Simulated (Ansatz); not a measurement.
# MgO: geometry relaxation (part 2 of 2)

The same run, continued: MgO (P6₃mc, 8 atoms in the cell); DFT PBE, scalar-relativistic, plane waves, PAW, no spin polarisation (Ansatz 0.2.0); cutoff 420 eV, 12×12×4 k-mesh, Gaussian smearing of 0.02 eV. The structure derives from a Materials Project entry.

Geometry of the input (Å; fractional positions):
```
3.2506  0.0000  0.0000
-1.6253  2.8151  0.0000
0.0000  0.0000  10.3863
Mg 0.3333  0.6667  0.9697
Mg 0.0000  0.0000  0.2210
Mg 0.0000  0.0000  0.7210
Mg 0.6667  0.3333  0.4697
O  0.3333  0.6667  0.7798
O  0.0000  0.0000  0.5295
O  0.0000  0.0000  0.0295
O  0.6667  0.3333  0.2798
```

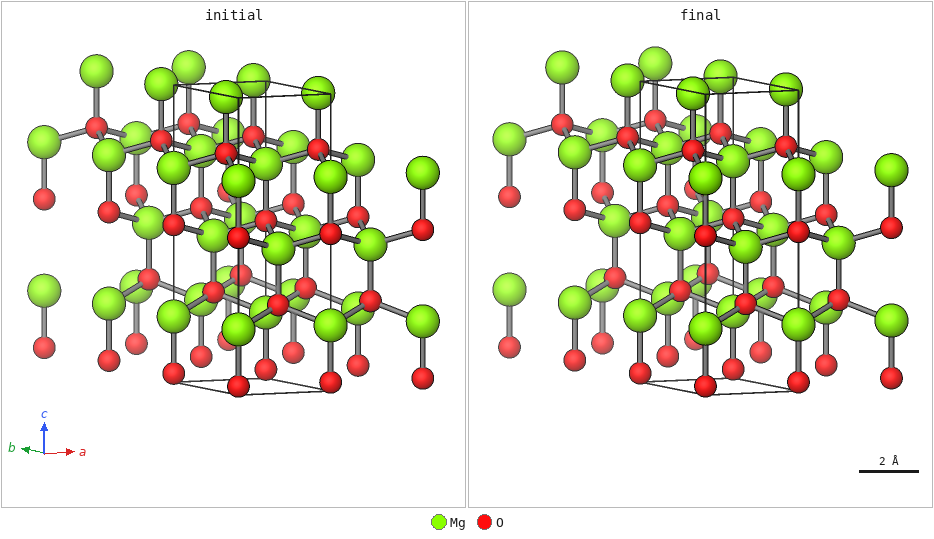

**Figure 1.** Before (left) and after (right) the relaxation, at one scale (ball-and-stick view of the cell of the calculation, repeated 2 × 3 × 1, seen at an oblique angle). Over 4 geometry steps the energy falls by 4.0 meV per atom. The largest force component goes from 0.0053 to 0.0001 eV/Å. The pressure goes from 3.65 to 0.01 GPa. The basis was re-selected once at an unchanged geometry, which shifts the energy a little without any move. No atom moves by more than 0.005 Å relative to the cell. The volume changes by +3.1 %, with a = b 3.251 → 3.280 Å (+0.9 %), c 10.386 → 10.513 Å (+1.2 %). Among the contacts that change: Mg2–O7 1.989 → 2.010 Å, Mg1–O5 1.972 → 1.991 Å, Mg1–O7 1.977 → 1.997 Å. The space group stays P6_3mc (No. 186). The energy change given includes the shifts at the re-selections in mid-walk, which come without any move. A last SCF at the same geometry on a re-selected plane-wave basis shifts the energy by −0.1 meV per atom. (Atoms are counted from 1 in the order of the input.)

```
basis re-selected at this cell: Δ(F+E_penalty+E_count) = -4.843e-4 eV, ΔP = +0.004 GPa vs the last step (what re-selecting the basis moved, of the pressure what is left beyond the Pulay correction that the steps carried, after the strain that the cell walked since its last selection, with what the two solves' SCF thresholds leave and, on support functions, any second-order correction that the steps lacked; it is no measure of the basis error at this ecutwfc). This SCF's stress stands 1.26e-2 GPa from its target on what of the cell is left free (relax.cell.stress_tol is 5.00e-2 GPa) and its largest allowed force component is 1.02e-4 eV/Å (relax.f_tol is 5.00e-3 eV/Å): within both
SCF converged after 6 iterations
Free energy (F): -9975.866505 eV
Harris-Foulkes:  -9975.866505 eV  (|F-HF|=2.53e-10)
Internal energy: -9975.866505 eV  (E = F + TS)
E sigma→0 (E₀):  -9975.866505 eV
Fermi energy:    6.224135 eV
--- Per-component energies (eV) ---
  E_band       = -1361.251129
  E_kinetic    = 1014.130001
  E_local      = -7539.186301  (includes V_loc(G=0)·N_el)
  E_nonlocal   = 572.044567
  E_hartree    = 2687.659289
  E_xc         = -417.315323
  E_vxc        = -534.296903  (∫ρ·V_xc dr)
  E_paw        = -1799.673916  (= ΣΔE_a)
  E_vpaw       = -249.271330  (= ΣTr[D̂ρ^β])
  E_aug_tail   = 0.010001  (compensation charges beyond the density's cutoff)
  E_ewald      = -4493.534821
  E_smearing   = -0.000000  (= −TS)
  E_closure    = -0.000000  (closes the sum)
  Σ components = -9975.866505   (vs F -9975.866505, Δ=0.00e0)
--- Forces (eV/Å), atoms counted from 1 ---
  atom   1  Mg     0.00000000    -0.00000000     0.00007657
  atom   2  Mg     0.00000000    -0.00000000     0.00004817
  atom   3  Mg     0.00000000     0.00000000     0.00004817
  atom   4  Mg     0.00000000     0.00000000     0.00007657
  atom   5  O     -0.00000000    -0.00000000    -0.00003787
  atom   6  O      0.00000000    -0.00000000    -0.00010667
  atom   7  O      0.00000000     0.00000000    -0.00010667
  atom   8  O     -0.00000000     0.00000000    -0.00003787
  max |Σ_I F_I| component: 3.96e-5 eV/Å
--- Stress (GPa, compression-positive) ---
        0.006439       0.000000       0.000000
        0.000000       0.006439       0.000000
        0.000000       0.000000       0.012553
  P = ⅓ Tr σ = 0.0085 GPa (0.085 kbar)
--- Band table (eV; the first three rows and the last of 57) ---
  k-point 0: bands = ["-67.2491", "-67.2488", "-67.2415", "-67.2413", "-34.0326", "-34.0162", "-34.0105", "-33.9971", "-33.9971", "-33.9962", "-33.9962", "-33.9940", "-33.9884", "-33.9884", "-33.9875", "-33.9875", "-11.4043", "-11.0859", "-11.0726", "-10.7307", "1.4921", "2.6302", "2.6879", "4.1654", "4.1654", "4.2616", "4.2616", "4.2831", "4.2831", "4.3829", "4.3829", "4.4917", "7.9565", "10.2626", "10.3748", "12.9857", "14.1657", "17.1561", "17.6073", "18.8150"]
  k-point 1: bands = ["-67.2490", "-67.2488", "-67.2415", "-67.2413", "-34.0312", "-34.0212", "-34.0055", "-33.9970", "-33.9970", "-33.9963", "-33.9963", "-33.9954", "-33.9883", "-33.9883", "-33.9876", "-33.9876", "-11.3803", "-11.2063", "-10.9488", "-10.7582", "1.5714", "2.1743", "3.2204", "4.1732", "4.1732", "4.2297", "4.2297", "4.2857", "4.3154", "4.3154", "4.3744", "4.3744", "8.1953", "9.5223", "11.1156", "12.5858", "14.5963", "16.3187", "18.5192", "18.8816"]
  k-point 2: bands = ["-67.2489", "-67.2489", "-67.2414", "-67.2414", "-34.0271", "-34.0271", "-33.9995", "-33.9995", "-33.9967", "-33.9967", "-33.9967", "-33.9967", "-33.9879", "-33.9879", "-33.9879", "-33.9879", "-11.3113", "-11.3113", "-10.8355", "-10.8355", "1.8039", "1.8039", "3.7985", "3.7985", "4.1959", "4.1959", "4.1959", "4.1959", "4.3504", "4.3504", "4.3504", "4.3504", "8.7804", "8.7804", "11.8825", "11.8825", "15.3934", "15.3934", "19.0716", "19.0716"]
  k-point 56: bands = ["-67.2470", "-67.2470", "-67.2397", "-67.2397", "-34.0233", "-34.0233", "-34.0202", "-34.0202", "-34.0128", "-34.0128", "-34.0042", "-34.0042", "-34.0027", "-34.0027", "-34.0001", "-34.0001", "-10.6170", "-10.6170", "-10.6131", "-10.6131", "2.1998", "2.1998", "2.4734", "2.4734", "2.7684", "2.7684", "2.9558", "2.9558", "3.9321", "3.9321", "3.9828", "3.9828", "12.3888", "12.3888", "12.9889", "12.9889", "14.4886", "14.4886", "15.1472", "15.1472"]
--- Relaxed structure (5 steps of the walk, 5 accepted, 2 SCFs on fresh bases) ---
  F+E_penalty+E_count = -9975.86650510 eV   max|allowed force component| = 1.017e-4 eV/Å   (the final SCF, on the basis selected at the relaxed cell)
  cell:  # Å, volume = 97.9463 Å³
    - [3.279900913678332, 0.0, -2.8579577824108066e-36]
    - [-1.639950456839166, 2.8404775131412268, 1.4289788912054033e-36]
    - [-9.13178115152319e-36, 0.0, 10.513226669940893]
  atoms:
    - { symbol: Mg, position: [0.33333333333333326, 0.6666666666666665, 0.9694779483071789] }
    - { symbol: Mg, position: [8.790434705338187e-35, -5.131074998534833e-35, 0.22080396415220066] }
    - { symbol: Mg, position: [1.6242920215456156e-34, 1.7673702772731087e-34, 0.7208039641522006] }
    - { symbol: Mg, position: [0.6666666666666665, 0.33333333333333326, 0.46947794830717887] }
    - { symbol: O, position: [0.33333333333333326, 0.6666666666666665, 0.780056029778395] }
    - { symbol: O, position: [-3.5880606782803104e-34, -2.3374897215547566e-34, 0.529660237762225] }
    - { symbol: O, position: [-9.1179254040013e-34, -2.3374897215547566e-34, 0.029660237762224977] }
    - { symbol: O, position: [0.6666666666666665, 0.33333333333333326, 0.28005602977839517] }
```

### Trajectory as extended XYZ (Å, eV, eV/Å), 7 frames, from step=1 to step=7
```
8
Lattice="3.2506 0.0000 0.0000 -1.6253 2.8151 0.0000 0.0000 0.0000 10.3863" Properties=species:S:1:pos:R:3:forces:R:3 step=1 energy=-9975.83393 pressure_GPa=3.65
Mg    0.0000    1.8767   10.0712    0.0000   0.0000   0.0053
Mg    0.0000    0.0000    2.2954    0.0000   0.0000   0.0021
Mg    0.0000    0.0000    7.4886    0.0000   0.0000   0.0021
Mg    1.6253    0.9384    4.8781    0.0000   0.0000   0.0053
O     0.0000    1.8767    8.0997    0.0000   0.0000  -0.0042
O     0.0000    0.0000    5.4995    0.0000   0.0000  -0.0033
O     0.0000    0.0000    0.3063    0.0000   0.0000  -0.0033
O     1.6253    0.9384    2.9065    0.0000   0.0000  -0.0042
8
Lattice="3.2630 0.0000 0.0000 -1.6315 2.8258 0.0000 0.0000 0.0000 10.4449" Properties=species:S:1:pos:R:3:forces:R:3 step=2 energy=-9975.85218 pressure_GPa=1.92
Mg    0.0000    1.8839   10.1269    0.0000   0.0000   0.0035
Mg    0.0000    0.0000    2.3074    0.0000   0.0000  -0.0037
Mg    0.0000    0.0000    7.5299    0.0000   0.0000  -0.0037
Mg    1.6315    0.9419    4.9045    0.0000   0.0000   0.0035
O     0.0000    1.8839    8.1465    0.0000   0.0000  -0.0010
O     0.0000    0.0000    5.5313    0.0000   0.0000   0.0011
O     0.0000    0.0000    0.3089    0.0000   0.0000   0.0011
O     1.6315    0.9419    2.9241    0.0000   0.0000  -0.0010
8
Lattice="3.2778 0.0000 0.0000 -1.6389 2.8387 0.0000 0.0000 0.0000 10.5060" Properties=species:S:1:pos:R:3:forces:R:3 step=3 energy=-9975.85684 pressure_GPa=0.07
Mg    0.0000    1.8924   10.1854    0.0000   0.0000   0.0000
Mg    0.0000    0.0000    2.3197    0.0000   0.0000   0.0012
Mg    0.0000    0.0000    7.5727    0.0000   0.0000   0.0012
Mg    1.6389    0.9462    4.9324    0.0000   0.0000   0.0000
O     0.0000    1.8924    8.1952    0.0000   0.0000  -0.0010
O     0.0000    0.0000    5.5646    0.0000   0.0000  -0.0002
O     0.0000    0.0000    0.3116    0.0000   0.0000  -0.0002
O     1.6389    0.9462    2.9422    0.0000   0.0000  -0.0010
8
Lattice="3.2787 0.0000 0.0000 -1.6394 2.8395 0.0000 0.0000 0.0000 10.5058" Properties=species:S:1:pos:R:3:forces:R:3 step=4 energy=-9975.85669 pressure_GPa=0.00
Mg    0.0000    1.8930   10.1854    0.0000   0.0000  -0.0010
Mg    0.0000    0.0000    2.3200    0.0000   0.0000  -0.0010
Mg    0.0000    0.0000    7.5729    0.0000   0.0000  -0.0010
Mg    1.6394    0.9465    4.9325    0.0000   0.0000  -0.0010
O     0.0000    1.8930    8.1948    0.0000   0.0000   0.0010
O     0.0000    0.0000    5.5642    0.0000   0.0000   0.0010
O     0.0000    0.0000    0.3113    0.0000   0.0000   0.0010
O     1.6394    0.9465    2.9419    0.0000   0.0000   0.0010
8
Lattice="3.2787 0.0000 0.0000 -1.6394 2.8395 0.0000 0.0000 0.0000 10.5058" Properties=species:S:1:pos:R:3:forces:R:3 step=5 energy=-9975.86635 pressure_GPa=0.17
Mg    0.0000    1.8930   10.1854    0.0000   0.0000  -0.0011
Mg    0.0000    0.0000    2.3200    0.0000   0.0000  -0.0009
Mg    0.0000    0.0000    7.5729    0.0000   0.0000  -0.0009
Mg    1.6394    0.9465    4.9325    0.0000   0.0000  -0.0011
O     0.0000    1.8930    8.1948    0.0000   0.0000   0.0010
O     0.0000    0.0000    5.5642    0.0000   0.0000   0.0009
O     0.0000    0.0000    0.3113    0.0000   0.0000   0.0009
O     1.6394    0.9465    2.9419    0.0000   0.0000   0.0010
8
Lattice="3.2799 0.0000 0.0000 -1.6400 2.8405 0.0000 0.0000 0.0000 10.5132" Properties=species:S:1:pos:R:3:forces:R:3 step=6 energy=-9975.86602 pressure_GPa=0.00
Mg    0.0000    1.8937   10.1923    0.0000   0.0000   0.0001
Mg    0.0000    0.0000    2.3214    0.0000   0.0000   0.0001
Mg    0.0000    0.0000    7.5780    0.0000   0.0000   0.0001
Mg    1.6400    0.9468    4.9357    0.0000   0.0000   0.0001
O     0.0000    1.8937    8.2009    0.0000   0.0000   0.0000
O     0.0000    0.0000    5.5684    0.0000   0.0000  -0.0001
O     0.0000    0.0000    0.3118    0.0000   0.0000  -0.0001
O     1.6400    0.9468    2.9443    0.0000   0.0000   0.0000
8
Lattice="3.2799 0.0000 0.0000 -1.6400 2.8405 0.0000 0.0000 0.0000 10.5132" Properties=species:S:1:pos:R:3:forces:R:3 step=7 energy=-9975.86650 pressure_GPa=0.01
Mg    0.0000    1.8937   10.1923    0.0000   0.0000   0.0001
Mg    0.0000    0.0000    2.3214    0.0000   0.0000   0.0000
Mg    0.0000    0.0000    7.5780    0.0000   0.0000   0.0000
Mg    1.6400    0.9468    4.9357    0.0000   0.0000   0.0001
O     0.0000    1.8937    8.2009    0.0000   0.0000   0.0000
O     0.0000    0.0000    5.5684    0.0000   0.0000  -0.0001
O     0.0000    0.0000    0.3118    0.0000   0.0000  -0.0001
O     1.6400    0.9468    2.9443    0.0000   0.0000   0.0000
```

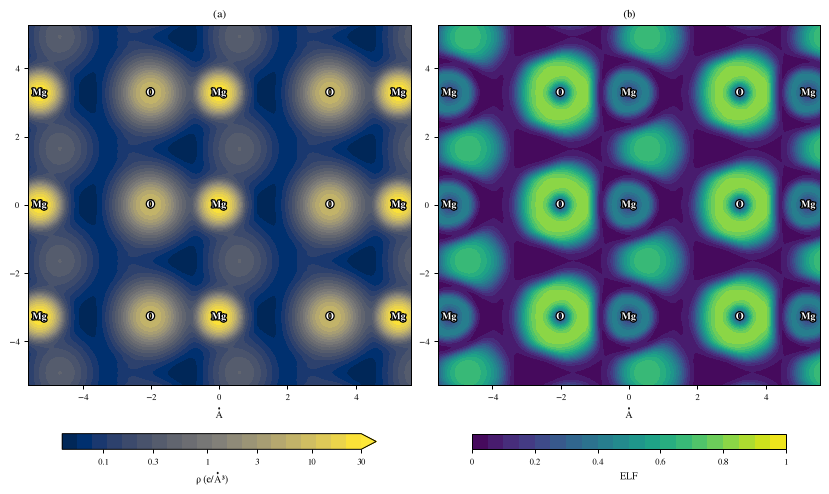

**Figure 2.** (a) valence pseudo-density; (b) electron localisation function on the (11̄0) plane of the conventional cell. The plane passes through Mg and O nuclei. Mg–O (2.01 Å): the density is about 0.42 e/Å³ at the midpoint; the ELF is about 0.35 at the midpoint. Away from the nuclei the density in this plane falls to 0.04 e/Å³ at its lowest. In a PAW calculation such maps are meaningful between the atoms, not at the nuclei.

### Results in brief

```csv
quantity,value
outcome,converged
space group (tolerance 0.01 Å),P6₃mc (186)
electrons treated,64
free energy,−9975.8665 eV
Fermi energy,6.224 eV
gap on the k-point mesh,3.46 eV
pressure,0.01 GPa
final volume,97.95 Å³
largest force (length of the vector) at the end,under 0.001 eV/Å
final cell,"a = 3.280 Å, b = 3.280 Å, c = 10.513 Å, α = 90.00°, β = 90.00°, γ = 120.00°"
wall time,28 s (CPU time 1.8 min)
peak memory,0.47 GiB
```
